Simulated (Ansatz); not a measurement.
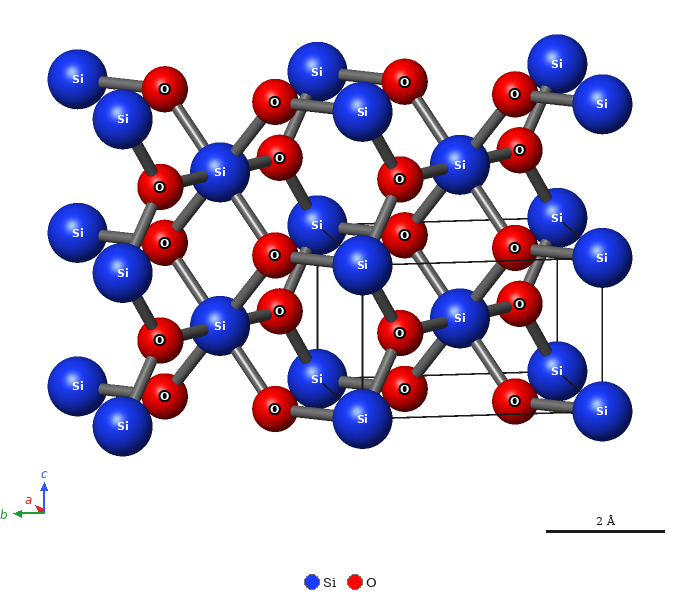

*The starting structure (ball-and-stick view of the cell of the calculation, repeated 1 × 2 × 2, seen at an oblique angle).*

Near neighbours in the crystal (not all of them lie inside the picture): Si has 6 O at 1.74 to 1.79 Å; O has 3 Si at 1.74 to 1.79 Å.

**SiO$_{2}$: geometry relaxation (part 1 of 2)**

The run: geometry relaxation of SiO$_{2}$ (P4₂/mnm, 6 atoms in the cell). Method and program: DFT with r2SCAN, PAW plane waves, no spin polarisation (Ansatz 0.2.0).

The structure derives from an entry of the Crystallography Open Database.

**The program's output**
```
Engine: ansatz 0.2.0, aarch64-unknown-linux-gnu
Pseudopotentials: kind: paw
Pseudopotential: Si, paw, valence charge 4, recommended cutoff 500 eV (meta_gga), Si.paw.azcp
Pseudopotential: O, paw, valence charge 6, recommended cutoff 500 eV (meta_gga), O.paw.azcp
Functional definition: r2SCAN
  parameter k0 = 0.174
  parameter k1 = 0.065
  parameter a1 = 4.9479
  exchange = r2scan_x(k0 = k0, k1 = k1, a1 = a1)
  correlation = r2scan_c
Crystal: 6 atoms, lattice volume = 45.317 Å³
Basis set: ecut = 500 eV, 1153 PW (Γ), exchange–correlation on 128×128×80 points (64 copies of the dense FFT grid, shifted against one another)
Bands: 22, of which v1, the nominal top of the filled ones, is band 16 counted from 1 (15 counted from 0)
Symmetry: 16 space group operations
Space group: P42/mnm (ITA 136), of the structure as read, at distance tolerance 1.1e-3 Å
k-points: 24 of 112
Non-local potential: Si, projectors of the file, l = 0: 2, l = 1: 2, l = 2: 2
Non-local potential: O, projectors of the file, l = 0: 2, l = 1: 2, l = 2: 1
PAW form: soft (Blöchl's): semilocal exchange-correlation on the pseudo side does not see the compensation charge
PAW frozen core: Si, regenerated for the run's functional (the file was generated under x = pbe(κ = 0.804, μ = 0.2195149727645171), c = pbe(β = 0.06672455060314922))
PAW frozen core: O, regenerated for the run's functional (the file was generated under x = pbe(κ = 0.804, μ = 0.2195149727645171), c = pbe(β = 0.06672455060314922))
PAW one-centre angular grid: Si, 302 points (default); XC on 160 Gauss nodes
PAW one-centre angular grid: O, 302 points (default); XC on 160 Gauss nodes
Initial density: superposition of atomic densities (neutral atoms: chi_scale 0, normalization atom), corrected by the library's trained network
Initial wavefunctions: pseudopotential atomic-orbital guess
Functional: x = r2scan, c = r2scan; τ floored in thin density (d = 2e-4 eV/Å³)
SCF iter   1: F=—  HF=-3558.972831 eV  |F-HF|=—  |Δ(HF+E_count)|=         —  Δρ=1.22e-2  dr2=5.95e-2  dr2_τ=5.72e-1  ethr=1.77e-3  ⟨swp⟩=5.8  Hψ=2879  notcnv=0
preconditioner: auto → none  [insulator: Δε(μ)=7.031 eV  Ē_g=20.652 eV  σ=0.100 eV  W_gap=1.00  n_scr=10 (ndim 8)  ℏωp=31.2 eV  f_vac=0.000  D(μ)=0.00/eV (n_scr^D=0)  ε∞_Penn≈3.3]
SCF iter   2: F=—  HF=-3559.287456 eV  |F-HF|=—  |Δ(HF+E_count)|=   3.15e-1  Δρ=6.48e-3  dr2=7.14e-3  dr2_τ=1.55e-3  ethr=1.86e-4  ⟨swp⟩=2.0  Hψ=1206  notcnv=0  defer=42
SCF iter   3: F=—  HF=-3559.288342 eV  |F-HF|=—  |Δ(HF+E_count)|=   8.86e-4  Δρ=1.98e-3  dr2=6.26e-4  dr2_τ=1.11e-4  ethr=2.23e-5  ⟨swp⟩=2.0  Hψ=818  notcnv=0  defer=42
SCF iter   4: F=—  HF=-3559.288397 eV  |F-HF|=—  |Δ(HF+E_count)|=   5.53e-5  Δρ=1.88e-4  dr2=7.15e-6  dr2_τ=1.04e-6  ethr=1.96e-6  ⟨swp⟩=2.0  Hψ=844  notcnv=0  defer=42
SCF iter   5: F=—  HF=-3559.288400 eV  |F-HF|=—  |Δ(HF+E_count)|=   3.03e-6  Δρ=6.09e-5  dr2=1.36e-6  dr2_τ=7.39e-8  ethr=2.23e-8  ⟨swp⟩=2.0  Hψ=817  notcnv=0  defer=42
SCF iter   6: F=-3559.288400 eV  HF=-3559.288400 eV  |F-HF|=5.02e-9  |Δ(HF+E_count)|=   9.92e-9  Δρ=1.09e-5  dr2=3.38e-8  dr2_τ=1.43e-9  ethr=3.13e-10  ⟨swp⟩=8.8  Hψ=2740  notcnv=0
SCF 1 converged in 6 iterations: F = -3559.288400 eV  dr2 = 3.38e-8
  greatest PAW one-centre occupation: 0.870 electrons in one spin orbital (limit 2), on the O atom at site 5 (counted from 0), in its partial waves of l = 0
relax step   1: F+E_penalty+E_count = -3559.28839983 eV  Δ(F+E_penalty+E_count) = +0.000e0 eV  max|allowed force component| = 1.689e-1 eV/Å  Δτ_max = 0.0000 Å  P = +11.171 GPa  Ω = 45.317 Å³  (6 SCF iters, dr2 threshold 1.00e-7 eV, accepted)
Crystal: 6 atoms, lattice volume = 45.941 Å³
Basis set: ecut = 500 eV, 1161 PW (Γ), exchange–correlation on 128×128×80 points (64 copies of the dense FFT grid, shifted against one another)
Initial density: handed on by an earlier stage of this run
Initial wavefunctions: those handed on with the density
iter 1 solved again at ethr=1.48e-5 eV; its pass at ethr=3.10e-3 eV (dr2=4.73e-3 eV) is discarded
SCF iter   1: F=—  HF=-3559.318803 eV  |F-HF|=—  |Δ(HF+E_count)|=         —  Δρ=3.36e-3  dr2=4.08e-3  dr2_τ=6.20e-3  ethr=1.48e-5  ⟨swp⟩=2.3  Hψ=2672  notcnv=0
preconditioner: auto → none  [insulator: Δε(μ)=6.836 eV  Ē_g=20.377 eV  σ=0.100 eV  W_gap=1.00  n_scr=10 (ndim 8)  ℏωp=31.0 eV  f_vac=0.000  D(μ)=0.00/eV (n_scr^D=0)  ε∞_Penn≈3.3]
SCF iter   2: F=—  HF=-3559.321370 eV  |F-HF|=—  |Δ(HF+E_count)|=   2.57e-3  Δρ=9.57e-4  dr2=2.10e-4  dr2_τ=9.65e-5  ethr=1.28e-5  ⟨swp⟩=2.0  Hψ=884  notcnv=0
SCF iter   3: F=—  HF=-3559.321381 eV  |F-HF|=—  |Δ(HF+E_count)|=   1.07e-5  Δρ=3.98e-4  dr2=3.83e-5  dr2_τ=3.17e-6  ethr=6.57e-7  ⟨swp⟩=2.3  Hψ=860  notcnv=0
SCF iter   4: F=—  HF=-3559.321385 eV  |F-HF|=—  |Δ(HF+E_count)|=   4.87e-6  Δρ=7.46e-5  dr2=9.20e-7  dr2_τ=2.22e-7  ethr=1.20e-7  ⟨swp⟩=2.9  Hψ=898  notcnv=0
SCF iter   5: F=-3559.321385 eV  HF=-3559.321385 eV  |F-HF|=1.42e-9  |Δ(HF+E_count)|=   4.09e-8  Δρ=8.59e-6  dr2=2.09e-8  dr2_τ=2.15e-9  ethr=1.87e-9  ⟨swp⟩=6.4  Hψ=2408  notcnv=0
SCF 2 converged in 5 iterations: F = -3559.321385 eV  dr2 = 2.09e-8
  greatest PAW one-centre occupation: 0.869 electrons in one spin orbital (limit 2), on the O atom at site 5 (counted from 0), in its partial waves of l = 0
relax step   2: F+E_penalty+E_count = -3559.32138543 eV  Δ(F+E_penalty+E_count) = -3.299e-2 eV  max|allowed force component| = 7.210e-2 eV/Å  Δτ_max = 0.0008 Å  P = +6.092 GPa  Ω = 45.941 Å³  energy of the carried Pulay correction = -5.241e-4 eV  (5 SCF iters, dr2 threshold 6.00e-7 eV, accepted)
Crystal: 6 atoms, lattice volume = 46.713 Å³
Basis set: ecut = 500 eV, 1177 PW (Γ), exchange–correlation on 128×128×80 points (64 copies of the dense FFT grid, shifted against one another)
iter 1 solved again at ethr=1.83e-5 eV; its pass at ethr=3.10e-3 eV (dr2=5.86e-3 eV) is discarded
SCF iter   1: F=—  HF=-3559.332004 eV  |F-HF|=—  |Δ(HF+E_count)|=         —  Δρ=4.00e-3  dr2=5.94e-3  dr2_τ=8.84e-3  ethr=1.83e-5  ⟨swp⟩=1.2  Hψ=2771  notcnv=0
preconditioner: auto → none  [insulator: Δε(μ)=6.524 eV  Ē_g=20.121 eV  σ=0.100 eV  W_gap=1.00  n_scr=10 (ndim 8)  ℏωp=30.7 eV  f_vac=0.000  D(μ)=0.00/eV (n_scr^D=0)  ε∞_Penn≈3.3]
SCF iter   2: F=—  HF=-3559.335882 eV  |F-HF|=—  |Δ(HF+E_count)|=   3.88e-3  Δρ=1.15e-3  dr2=2.98e-4  dr2_τ=1.51e-4  ethr=1.83e-5  ⟨swp⟩=2.0  Hψ=905  notcnv=0
SCF iter   3: F=—  HF=-3559.335906 eV  |F-HF|=—  |Δ(HF+E_count)|=   2.36e-5  Δρ=4.76e-4  dr2=5.81e-5  dr2_τ=4.73e-6  ethr=9.31e-7  ⟨swp⟩=2.5  Hψ=867  notcnv=0
SCF iter   4: F=—  HF=-3559.335913 eV  |F-HF|=—  |Δ(HF+E_count)|=   7.13e-6  Δρ=8.71e-5  dr2=1.37e-6  dr2_τ=2.97e-7  ethr=1.82e-7  ⟨swp⟩=2.9  Hψ=902  notcnv=0
SCF iter   5: F=-3559.335913 eV  HF=-3559.335913 eV  |F-HF|=2.76e-9  |Δ(HF+E_count)|=   2.78e-8  Δρ=9.89e-6  dr2=2.89e-8  dr2_τ=3.16e-9  ethr=1.87e-9  ⟨swp⟩=6.8  Hψ=2503  notcnv=0
SCF 3 converged in 5 iterations: F = -3559.335913 eV  dr2 = 2.89e-8
  greatest PAW one-centre occupation: 0.868 electrons in one spin orbital (limit 2), on the O atom at site 5 (counted from 0), in its partial waves of l = 0
relax step   3: F+E_penalty+E_count = -3559.33591301 eV  Δ(F+E_penalty+E_count) = -1.453e-2 eV  max|allowed force component| = 2.916e-3 eV/Å  Δτ_max = 0.0003 Å  P = +0.302 GPa  Ω = 46.713 Å³  energy of the carried Pulay correction = -1.162e-3 eV  (5 SCF iters, dr2 threshold 6.00e-7 eV, accepted)
Crystal: 6 atoms, lattice volume = 46.755 Å³
iter 1 solved again at ethr=7.02e-8 eV; its pass at ethr=3.10e-3 eV (dr2=2.25e-5 eV) is discarded
SCF iter   1: F=—  HF=-3559.335929 eV  |F-HF|=—  |Δ(HF+E_count)|=         —  Δρ=2.38e-4  dr2=1.92e-5  dr2_τ=3.72e-5  ethr=7.02e-8  ⟨swp⟩=2.0  Hψ=2626  notcnv=0
preconditioner: auto → none  [insulator: Δε(μ)=6.510 eV  Ē_g=20.128 eV  σ=0.100 eV  W_gap=1.00  n_scr=10 (ndim 8)  ℏωp=30.7 eV  f_vac=0.000  D(μ)=0.00/eV (n_scr^D=0)  ε∞_Penn≈3.3]
SCF iter   2: F=—  HF=-3559.335942 eV  |F-HF|=—  |Δ(HF+E_count)|=   1.31e-5  Δρ=7.61e-5  dr2=1.15e-6  dr2_τ=5.13e-7  ethr=6.00e-8  ⟨swp⟩=2.0  Hψ=890  notcnv=0
SCF iter   3: F=-3559.335942 eV  HF=-3559.335942 eV  |F-HF|=2.43e-8  |Δ(HF+E_count)|=   1.20e-7  Δρ=3.22e-5  dr2=2.32e-7  dr2_τ=2.06e-8  ethr=1.87e-9  ⟨swp⟩=5.2  Hψ=2266  notcnv=0
SCF 4 converged in 3 iterations: F = -3559.335942 eV  dr2 = 2.32e-7
  greatest PAW one-centre occupation: 0.868 electrons in one spin orbital (limit 2), on the O atom at site 4 (counted from 0), in its partial waves of l = 0
relax step   4: F+E_penalty+E_count = -3559.33594195 eV  Δ(F+E_penalty+E_count) = -2.894e-5 eV  max|allowed force component| = 9.496e-4 eV/Å  Δτ_max = 0.0002 Å  P = -0.003 GPa  Ω = 46.755 Å³  energy of the carried Pulay correction = -1.197e-3 eV  (3 SCF iters, dr2 threshold 6.00e-7 eV, accepted)
Initial wavefunctions: pseudopotential atomic-orbital guess (no wavefunctions were taken with the density)
iter 1 solved again at ethr=1.38e-7 eV; its pass at ethr=3.10e-3 eV (dr2=4.43e-5 eV) is discarded
SCF iter   1: F=—  HF=-3559.336843 eV  |F-HF|=—  |Δ(HF+E_count)|=         —  Δρ=2.65e-4  dr2=1.16e-6  dr2_τ=2.42e-6  ethr=1.38e-7  ⟨swp⟩=3.0  Hψ=4323  notcnv=0
preconditioner: auto → none  [insulator: Δε(μ)=6.510 eV  Ē_g=20.130 eV  σ=0.100 eV  W_gap=1.00  n_scr=10 (ndim 8)  ℏωp=30.7 eV  f_vac=0.000  D(μ)=0.00/eV (n_scr^D=0)  ε∞_Penn≈3.3]
SCF iter   2: F=—  HF=-3559.336930 eV  |F-HF|=—  |Δ(HF+E_count)|=   8.67e-5  Δρ=1.33e-4  dr2=2.90e-7  dr2_τ=3.97e-6  ethr=3.63e-9  ⟨swp⟩=2.7  Hψ=870  notcnv=0
SCF iter   3: F=—  HF=-3559.336954 eV  |F-HF|=—  |Δ(HF+E_count)|=   2.37e-5  Δρ=1.76e-5  dr2=6.14e-8  dr2_τ=3.63e-8  ethr=9.06e-10  ⟨swp⟩=2.0  Hψ=912  notcnv=0
SCF iter   4: F=—  HF=-3559.336954 eV  |F-HF|=—  |Δ(HF+E_count)|=   1.48e-7  Δρ=1.37e-6  dr2=3.87e-10  dr2_τ=1.17e-10  ethr=1.92e-10  ⟨swp⟩=2.0  Hψ=813  notcnv=0
SCF iter   5: F=-3559.336954 eV  HF=-3559.336954 eV  |F-HF|=9.55e-12  |Δ(HF+E_count)|=  4.28e-10  Δρ=4.06e-7  dr2=3.67e-11  dr2_τ=1.57e-11  ethr=1.00e-12  ⟨swp⟩=5.5  Hψ=2223  notcnv=0
SCF 5 converged in 5 iterations: F = -3559.336954 eV  dr2 = 3.67e-11
relax step   5: F+E_penalty+E_count = -3559.33695386 eV  Δ(F+E_penalty+E_count) = -1.012e-3 eV  max|allowed force component| = 7.832e-4 eV/Å  Δτ_max = 0.0000 Å  P = -0.042 GPa  Ω = 46.755 Å³  stress off target by 6.18e-2 GPa  SCF on the basis re-selected at this cell (its energy is not comparable with the rows above)  (5 SCF iters)
basis re-selected at this cell: Δ(F+E_penalty+E_count) = -1.012e-3 eV, ΔP = -0.039 GPa vs the last step (what re-selecting the basis moved, of the pressure what is left beyond the Pulay correction that the steps carried, after the strain that the cell walked since its last selection, with what the two solves' SCF thresholds leave and, on support functions, any second-order correction that the steps lacked; it is no measure of the basis error at this ecutwfc). This SCF's stress stands 6.18e-2 GPa from its target on what of the cell is left free (relax.cell.stress_tol is 5.00e-2 GPa) and its largest allowed force component is 7.83e-4 eV/Å (relax.f_tol is 1.00e-2 eV/Å): not within both, so this SCF does not close the relaxation
Crystal: 6 atoms, lattice volume = 46.747 Å³
iter 1 solved again at ethr=3.09e-9 eV; its pass at ethr=3.10e-3 eV (dr2=9.90e-7 eV) is discarded
SCF iter   1: F=—  HF=-3559.336962 eV  |F-HF|=—  |Δ(HF+E_count)|=         —  Δρ=5.41e-5  dr2=1.02e-6  dr2_τ=3.74e-6  ethr=3.09e-9  ⟨swp⟩=2.0  Hψ=2676  notcnv=0
preconditioner: auto → none  [insulator: Δε(μ)=6.512 eV  Ē_g=20.132 eV  σ=0.100 eV  W_gap=1.00  n_scr=10 (ndim 8)  ℏωp=30.7 eV  f_vac=0.000  D(μ)=0.00/eV (n_scr^D=0)  ε∞_Penn≈3.3]
SCF iter   2: F=—  HF=-3559.336962 eV  |F-HF|=—  |Δ(HF+E_count)|=   3.94e-7  Δρ=2.16e-5  dr2=1.12e-7  dr2_τ=2.10e-8  ethr=3.09e-9  ⟨swp⟩=2.0  Hψ=833  notcnv=0
SCF iter   3: F=—  HF=-3559.336962 eV  |F-HF|=—  |Δ(HF+E_count)|=   2.19e-9  Δρ=7.57e-6  dr2=1.31e-8  dr2_τ=2.39e-9  ethr=3.49e-10  ⟨swp⟩=2.1  Hψ=901  notcnv=0
SCF iter   4: F=-3559.336962 eV  HF=-3559.336962 eV  |F-HF|=3.64e-11  |Δ(HF+E_count)|=   1.13e-9  Δρ=1.82e-6  dr2=4.77e-10  dr2_τ=6.35e-11  ethr=2.98e-11  ⟨swp⟩=4.0  Hψ=1744  notcnv=0
SCF 6 converged in 4 iterations: F = -3559.336962 eV  dr2 = 4.77e-10
relax step   6: F+E_penalty+E_count = -3559.33696211 eV  Δ(F+E_penalty+E_count) = -8.253e-6 eV  max|allowed force component| = 1.229e-4 eV/Å  Δτ_max = 0.0001 Å  P = -0.002 GPa  Ω = 46.747 Å³  energy of the carried Pulay correction = +5.893e-6 eV  (4 SCF iters, dr2 threshold 9.55e-9 eV, accepted)
iter 1 solved again at ethr=1.39e-7 eV; its pass at ethr=3.10e-3 eV (dr2=4.44e-5 eV) is discarded
SCF iter   1: F=—  HF=-3559.336962 eV  |F-HF|=—  |Δ(HF+E_count)|=         —  Δρ=2.14e-6  dr2=7.59e-10  dr2_τ=1.37e-10  ethr=1.39e-7  ⟨swp⟩=3.0  Hψ=4318  notcnv=0
eigensolver tolerance schedule: the retry pair's looser diagonalisation over-reported the residual by 58560.45 of it (diagonalisation noise at an unbounded share of the residual, at the tolerance the schedule requests for it); recorded, not acted on — ethr = c·dr2/N_el stays at c = 1.0e-1
SCF iter   2: F=—  HF=-3559.336962 eV  |F-HF|=—  |Δ(HF+E_count)|=   4.88e-8  Δρ=1.04e-6  dr2=2.74e-10  dr2_τ=5.90e-11  ethr=2.37e-12  ⟨swp⟩=3.3  Hψ=1298  notcnv=0
SCF iter   3: F=-3559.336962 eV  HF=-3559.336962 eV  |F-HF|=1.91e-11  |Δ(HF+E_count)|=  3.46e-11  Δρ=5.30e-7  dr2=4.38e-11  dr2_τ=4.31e-12  ethr=1.00e-12  ⟨swp⟩=4.0  Hψ=2419  notcnv=0
SCF 7 converged in 3 iterations: F = -3559.336962 eV  dr2 = 4.38e-11
relax step   7: F+E_penalty+E_count = -3559.33696211 eV  Δ(F+E_penalty+E_count) = -7.003e-11 eV  max|allowed force component| = 1.167e-4 eV/Å  Δτ_max = 0.0000 Å  P = -0.002 GPa  Ω = 46.747 Å³  stress off target by 6.42e-3 GPa  SCF on the basis re-selected at this cell (its energy is not comparable with the rows above)  (3 SCF iters)
```

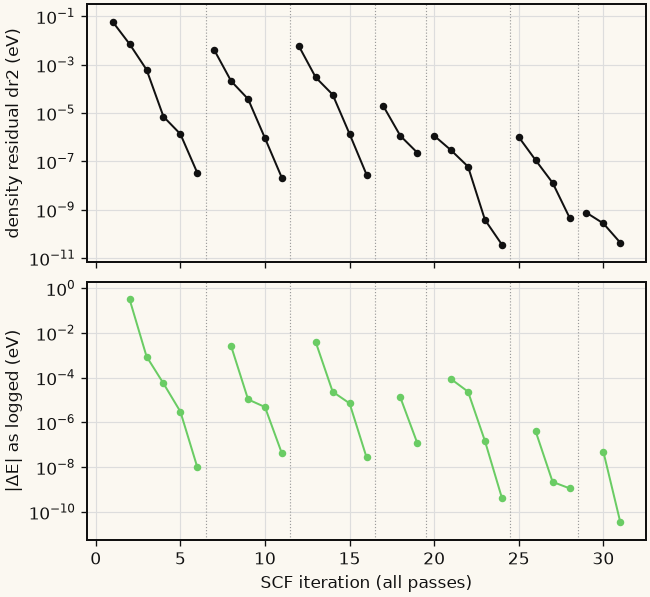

*Convergence of the self-consistent field: density residual dr2 and size of the energy change against the SCF iteration. The dotted lines part the SCF passes of the relaxation: geometry steps, rejected trials and re-solves on a re-selected basis.*

The 7 passes take 3 to 6 iterations each, 31 in all.
